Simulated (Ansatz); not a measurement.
## C: geometry relaxation (part 3 of 3)

The same run, continued: C (slab, 12 atoms in the cell); DFT PBEsol, scalar-relativistic, plane waves, PAW, no spin polarisation (Ansatz 0.2.0); cutoff 420 eV, 11×8×1 k-mesh, Gaussian smearing of 0.05 eV. The structure derives from an entry of the Crystallography Open Database. The input holds or restrains some coordinates. It belongs to a series of runs on one base structure; here: clean slab, lower half held.

Geometry of the input (Å; fractional positions):
```
2.5129  0.0000  0.0000
0.0000  3.5538  0.0000
0.0000  0.0000  23.2823
C  0.5000  0.0000  0.3651
C  0.0000  0.2500  0.3651
C  0.0000  0.5000  0.4191
C  0.5000  0.7500  0.4191
C  0.5000  0.0000  0.4730
C  0.0000  0.2500  0.4730
C  0.0000  0.5000  0.5270
C  0.5000  0.7500  0.5270
C  0.5000  0.0000  0.5809
C  0.0000  0.2500  0.5809
C  0.0000  0.5000  0.6349
C  0.5000  0.7500  0.6349
```

### Output, continued
```
E sigma→0 (E₀):  -2952.919780 eV
Entropy (-TS):   -0.002997 eV (-0.250 meV/atom)
Fermi energy:    0.518673 eV
Dipole field:    D = 0.027237 V/Å  (p = 0.031297 e·Å, saw-weighted, corrected)
Work function:   Φ+ = 5.4756 eV   Φ− = 6.1097 eV
Levels:          The Fermi level and band energies are counted from a zero that moves with the ramp; work functions are not
--- Per-component energies (eV) ---
  E_band       = -405.619311
  E_kinetic    = 1093.112227
  E_local      = -42800.177907  (includes V_loc(G=0)·N_el)
  E_nonlocal   = 322.597061
  E_hartree    = 20887.129213
  E_xc         = -574.658322
  E_vxc        = -714.973960  (∫ρ·V_xc dr)
  E_paw        = -1143.328545  (= ΣΔE_a)
  E_vpaw       = -80.469301  (= ΣTr[D̂ρ^β])
  E_aug_tail   = 0.000099  (compensation charges beyond the density's cutoff)
  E_efield     = 0.000426  (sawtooth field / dipole correction)
  E_vefield    = 0.034169  (∫n·V_field dr)
  E_ewald      = 19262.154260
  E_core_change = 0.253206  (= ΣΔE_core)
  E_smearing   = -0.002997  (= −TS)
  E_closure    = -0.000000  (closes the sum)
  Σ components = -2952.921278   (vs F -2952.921278, Δ=0.00e0)
--- Forces (eV/Å), atoms counted from 1 ---
  atom   1  C      0.00000000     4.45995705     1.16245114
  atom   2  C      0.00000000    -4.45995705     1.16245114
  atom   3  C      0.00000000     1.03813964    -1.20762989
  atom   4  C      0.00000000    -1.03813964    -1.20762989
  atom   5  C      0.00000000     0.46821460     0.04738930
  atom   6  C      0.00000000    -0.46821460     0.04738930
  atom   7  C      0.00000000    -0.00356158    -0.00220568
  atom   8  C      0.00000000     0.00356158    -0.00220568
  atom   9  C      0.00000000    -0.00026482     0.00173588
  atom  10  C      0.00000000     0.00026482     0.00173588
  atom  11  C      0.00000000    -0.01090485    -0.00174209
  atom  12  C      0.00000000     0.01090485    -0.00174209
  max |Σ_I F_I| component: 2.66e-6 eV/Å
--- Band table (eV; the first three rows and the last of 30) ---
  k-point 0: bands = ["-21.2846", "-19.9083", "-17.6466", "-14.8629", "-12.9336", "-12.5648", "-12.4886", "-11.2584", "-9.0243", "-8.7277", "-8.1314", "-6.4506", "-6.1151", "-5.8898", "-5.8516", "-5.3947", "-3.7927", "-3.4446", "-2.6405", "-2.2594", "-1.1385", "-0.7058", "-0.1221", "0.6948", "2.2877", "3.6737", "5.0111", "5.4832", "6.0336", "6.1042", "6.2468", "6.6520", "6.8703", "7.1719", "7.6659", "7.7714"]
  k-point 1: bands = ["-21.1404", "-19.7676", "-17.5165", "-14.8219", "-14.5053", "-13.5981", "-11.0508", "-10.6716", "-10.1348", "-8.0554", "-7.2171", "-7.0319", "-6.3201", "-5.6893", "-5.2783", "-5.0941", "-3.7314", "-3.1917", "-2.9416", "-2.3475", "-1.3825", "-0.4947", "-0.2166", "0.4333", "2.0953", "3.2232", "5.0251", "5.7209", "6.1048", "6.3180", "6.7591", "6.8542", "7.2317", "7.3832", "7.6207", "7.7428"]
  k-point 2: bands = ["-20.7090", "-19.3481", "-17.1351", "-16.2149", "-15.1638", "-14.6277", "-11.5250", "-10.7128", "-8.8729", "-8.4918", "-6.6743", "-6.1922", "-5.9361", "-5.0212", "-4.9380", "-4.5668", "-3.5781", "-3.4604", "-2.6648", "-2.3148", "-2.0157", "-1.2293", "0.0147", "0.2872", "1.5430", "2.3965", "5.1866", "6.2901", "6.3996", "6.8953", "7.1545", "7.4439", "7.8067", "7.9042", "7.9372", "8.1682"]
  k-point 29: bands = ["-15.7425", "-15.6095", "-14.5227", "-14.3858", "-13.1373", "-13.0051", "-12.6877", "-12.3502", "-12.0022", "-11.8923", "-10.8138", "-10.4353", "-7.9878", "-7.8397", "-6.8227", "-6.6963", "-5.3326", "-5.3138", "-4.4878", "-4.3958", "-3.4719", "-3.4185", "0.4632", "0.5002", "0.9539", "1.3090", "8.0872", "8.1184", "8.9849", "9.0697", "9.4653", "9.4770", "9.9996", "10.0720", "10.6280", "10.7707"]
--- Relaxed structure (7 steps of the walk, 6 accepted, 0 SCFs on fresh bases) ---
  F+E_penalty+E_count = -2952.92127836 eV   max|allowed force component| = 1.090e-2 eV/Å
  atoms:
    - { symbol: C, position: [0.5, 0.0, 0.36508410350000003] }
    - { symbol: C, position: [0.0, 0.25, 0.36508410350000003] }
    - { symbol: C, position: [0.0, 0.5, 0.4190504621000001] }
    - { symbol: C, position: [0.5, 0.75, 0.4190504621000001] }
    - { symbol: C, position: [0.5, 0.0, 0.47301682070000006] }
    - { symbol: C, position: [0.0, 0.25, 0.47301682070000006] }
    - { symbol: C, position: [-1.1496155559536256e-34, 0.5012213661391811, 0.5267440570941049] }
    - { symbol: C, position: [0.5, 0.7487786338608188, 0.5267440570941049] }
    - { symbol: C, position: [0.5, 0.009793765760899674, 0.5821259788511042] }
    - { symbol: C, position: [-1.5328207412715007e-34, 0.24020623423910034, 0.5821259788511042] }
    - { symbol: C, position: [3.188386893465133e-34, 0.5296167303469493, 0.6274112520139222] }
    - { symbol: C, position: [0.5, 0.7203832696530507, 0.6274112520139222] }
```

### Trajectory as extended XYZ (Å, eV, eV/Å), 7 frames, from step=1 to step=7
```
12
Lattice="2.5129 0.0000 0.0000 0.0000 3.5538 0.0000 0.0000 0.0000 23.2823" Properties=species:S:1:pos:R:3:forces:R:3 step=1 energy=-2952.04779
C     1.2565    0.0000    8.5000    0.0000   4.4484   1.1882
C     0.0000    0.8885    8.5000    0.0000  -4.4484   1.1882
C     0.0000    1.7769    9.7565    0.0000   1.0586  -1.1911
C     1.2565    2.6654    9.7565    0.0000  -1.0586  -1.1911
C     1.2565    0.0000   11.0129    0.0000   0.4563   0.0482
C     0.0000    0.8885   11.0129    0.0000  -0.4563   0.0482
C     0.0000    1.7769   12.2694    0.0000   0.4563  -0.0482
C     1.2565    2.6654   12.2694    0.0000  -0.4563  -0.0482
C     1.2565    0.0000   13.5258    0.0000   1.0585   1.1911
C     0.0000    0.8885   13.5258    0.0000  -1.0585   1.1911
C     0.0000    1.7769   14.7823    0.0000   4.4484  -1.1882
C     1.2565    2.6654   14.7823    0.0000  -4.4484  -1.1882
12
Lattice="2.5129 0.0000 0.0000 0.0000 3.5538 0.0000 0.0000 0.0000 23.2823" Properties=species:S:1:pos:R:3:forces:R:3 step=2 energy=-2952.67244
C     1.2565    0.0000    8.5000    0.0000   4.4675   1.1729
C     0.0000    0.8885    8.5000    0.0000  -4.4675   1.1729
C     0.0000    1.7769    9.7565    0.0000   1.0501  -1.1898
C     1.2565    2.6654    9.7565    0.0000  -1.0501  -1.1898
C     1.2565    0.0000   11.0129    0.0000   0.4504   0.0168
C     0.0000    0.8885   11.0129    0.0000  -0.4504   0.0168
C     0.0000    1.7785   12.2679    0.0000   0.3577  -0.1870
C     1.2565    2.6637   12.2679    0.0000  -0.3577  -0.1870
C     1.2565    0.0139   13.5217    0.0000   0.7829   1.2215
C     0.0000    0.8745   13.5217    0.0000  -0.7829   1.2215
C     0.0000    1.8386   14.6966    0.0000   2.0315  -1.0347
C     1.2565    2.6037   14.6966    0.0000  -2.0315  -1.0347
12
Lattice="2.5129 0.0000 0.0000 0.0000 3.5538 0.0000 0.0000 0.0000 23.2823" Properties=species:S:1:pos:R:3:forces:R:3 step=3 energy=-2952.69428
C     1.2565    0.0000    8.5000    0.0000   4.4557   1.1621
C     0.0000    0.8885    8.5000    0.0000  -4.4557   1.1621
C     0.0000    1.7769    9.7565    0.0000   1.0206  -1.2143
C     1.2565    2.6654    9.7565    0.0000  -1.0206  -1.2143
C     1.2565    0.0000   11.0129    0.0000   0.4474   0.1668
C     0.0000    0.8885   11.0129    0.0000  -0.4474   0.1668
C     0.0000    1.7823   12.2682    0.0000  -0.2519  -0.2658
C     1.2565    2.6600   12.2682    0.0000   0.2519  -0.2658
C     1.2565    0.0481   13.5891    0.0000   0.2598  -1.6938
C     0.0000    0.8403   13.5891    0.0000  -0.2598  -1.6938
C     0.0000    1.9030   14.5162    0.0000  -0.1442   1.8442
C     1.2565    2.5393   14.5162    0.0000   0.1442   1.8442
12
Lattice="2.5129 0.0000 0.0000 0.0000 3.5538 0.0000 0.0000 0.0000 23.2823" Properties=species:S:1:pos:R:3:forces:R:3 step=4 energy=-2952.65086 accepted=F
C     1.2565    0.0000    8.5000    0.0000   4.4570   1.1757
C     0.0000    0.8885    8.5000    0.0000  -4.4570   1.1757
C     0.0000    1.7769    9.7565    0.0000   1.0258  -1.3969
C     1.2565    2.6654    9.7565    0.0000  -1.0258  -1.3969
C     1.2565    0.0000   11.0129    0.0000   0.9212  -0.3535
C     0.0000    0.8885   11.0129    0.0000  -0.9212  -0.3535
C     0.0000    1.7831   12.2108    0.0000   0.2913   1.9245
C     1.2565    2.6592   12.2108    0.0000  -0.2913   1.9245
C     1.2565    0.0337   13.6539    0.0000   0.4142  -1.3898
C     0.0000    0.8547   13.6539    0.0000  -0.4142  -1.3898
C     0.0000    1.8944   14.6618    0.0000  -0.5229   0.0402
C     1.2565    2.5478   14.6618    0.0000   0.5229   0.0402
12
Lattice="2.5129 0.0000 0.0000 0.0000 3.5538 0.0000 0.0000 0.0000 23.2823" Properties=species:S:1:pos:R:3:forces:R:3 step=5 energy=-2952.91448
C     1.2565    0.0000    8.5000    0.0000   4.4619   1.1616
C     0.0000    0.8885    8.5000    0.0000  -4.4619   1.1616
C     0.0000    1.7769    9.7565    0.0000   1.0277  -1.2254
C     1.2565    2.6654    9.7565    0.0000  -1.0277  -1.2254
C     1.2565    0.0000   11.0129    0.0000   0.4703   0.0013
C     0.0000    0.8885   11.0129    0.0000  -0.4703   0.0013
C     0.0000    1.7840   12.2602    0.0000  -0.1924  -0.0089
C     1.2565    2.6582   12.2602    0.0000   0.1924  -0.0089
C     1.2565    0.0404   13.5502    0.0000  -0.2790  -0.1655
C     0.0000    0.8480   13.5502    0.0000   0.2790  -0.1655
C     0.0000    1.8849   14.5859    0.0000  -0.0455   0.2369
C     1.2565    2.5574   14.5859    0.0000   0.0455   0.2369
12
Lattice="2.5129 0.0000 0.0000 0.0000 3.5538 0.0000 0.0000 0.0000 23.2823" Properties=species:S:1:pos:R:3:forces:R:3 step=6 energy=-2952.92095
C     1.2565    0.0000    8.5000    0.0000   4.4594   1.1627
C     0.0000    0.8885    8.5000    0.0000  -4.4594   1.1627
C     0.0000    1.7769    9.7565    0.0000   1.0401  -1.2041
C     1.2565    2.6654    9.7565    0.0000  -1.0401  -1.2041
C     1.2565    0.0000   11.0129    0.0000   0.4699   0.0541
C     0.0000    0.8885   11.0129    0.0000  -0.4699   0.0541
C     0.0000    1.7803   12.2644    0.0000   0.0561  -0.0005
C     1.2565    2.6619   12.2644    0.0000  -0.0561  -0.0005
C     1.2565    0.0331   13.5542    0.0000   0.1114   0.0154
C     0.0000    0.8554   13.5542    0.0000  -0.1114   0.0154
C     0.0000    1.8824   14.6107    0.0000  -0.0468  -0.0276
C     1.2565    2.5598   14.6107    0.0000   0.0468  -0.0276
12
Lattice="2.5129 0.0000 0.0000 0.0000 3.5538 0.0000 0.0000 0.0000 23.2823" Properties=species:S:1:pos:R:3:forces:R:3 step=7 energy=-2952.92128
C     1.2565    0.0000    8.5000    0.0000   4.4600   1.1625
C     0.0000    0.8885    8.5000    0.0000  -4.4600   1.1625
C     0.0000    1.7769    9.7565    0.0000   1.0381  -1.2076
C     1.2565    2.6654    9.7565    0.0000  -1.0381  -1.2076
C     1.2565    0.0000   11.0129    0.0000   0.4682   0.0474
C     0.0000    0.8885   11.0129    0.0000  -0.4682   0.0474
C     0.0000    1.7812   12.2638    0.0000  -0.0036  -0.0022
C     1.2565    2.6610   12.2638    0.0000   0.0036  -0.0022
C     1.2565    0.0348   13.5532    0.0000  -0.0003   0.0017
C     0.0000    0.8536   13.5532    0.0000   0.0003   0.0017
C     0.0000    1.8822   14.6076    0.0000  -0.0109  -0.0017
C     1.2565    2.5601   14.6076    0.0000   0.0109  -0.0017
```

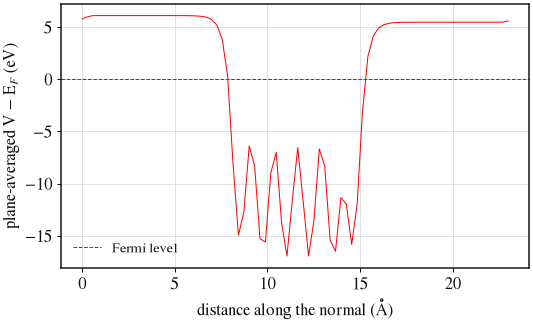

Plane average of the electrostatic potential energy of an electron across the cell, from the Fermi level. The vacuum level lies 5.48 eV above the Fermi level on the upper side and 6.11 eV on the lower.

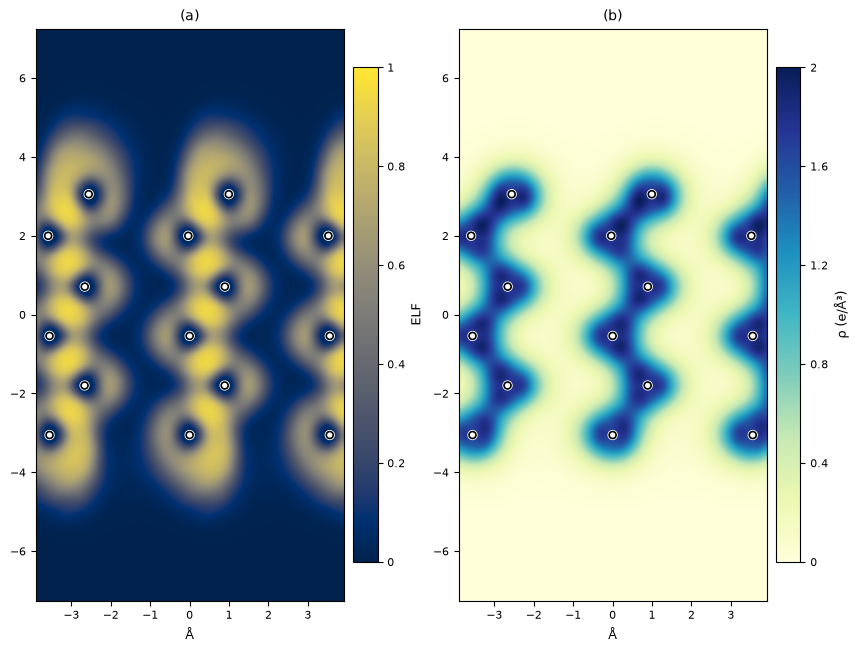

(a) ELF; (b) valence charge density (pseudo) on the (100) plane of the calculation cell, a cut from vacuum to vacuum. Circles mark the nuclei in the plane (C). Atoms in the plane: C. C–C (1.47 Å): ρ is about 1.8 e/Å³ halfway; the ELF peaks at about 0.95 between the atoms, which marks a covalent bond. C–C (1.54 Å): ρ is about 1.6 e/Å³ halfway; the ELF peaks at about 0.95 between the atoms (a shared electron pair). C–C (1.59 Å): ρ is about 1.5 e/Å³ halfway; the ELF peaks at about 0.95 between the atoms (localised, shared-pair bonding). The density dies away to nearly zero in the vacuum. The fields are those of the smooth PAW valence density.

### Key numbers

- outcome: converged under the restraints of the input
- electrons treated: 48
- free energy: −2952.9213 eV
- work function, top face: 5.48 eV
- work function, bottom face: 6.11 eV
- Fermi energy: 0.519 eV
- gap on the k-point mesh: none (metallic)
- final volume: 207.92 Å³
- work function (upper face): 5.48 eV
- largest force (length of the vector) at the end, held atoms and coordinates included: 4.609 eV/Å
- hardware: 1 thread of an x86-64 CPU, shared host
- wall time: 2.3 min
- peak memory: 0.5 GiB

### Remarks

The program warns: the exchange-correlation potential is rough where the density is thin.
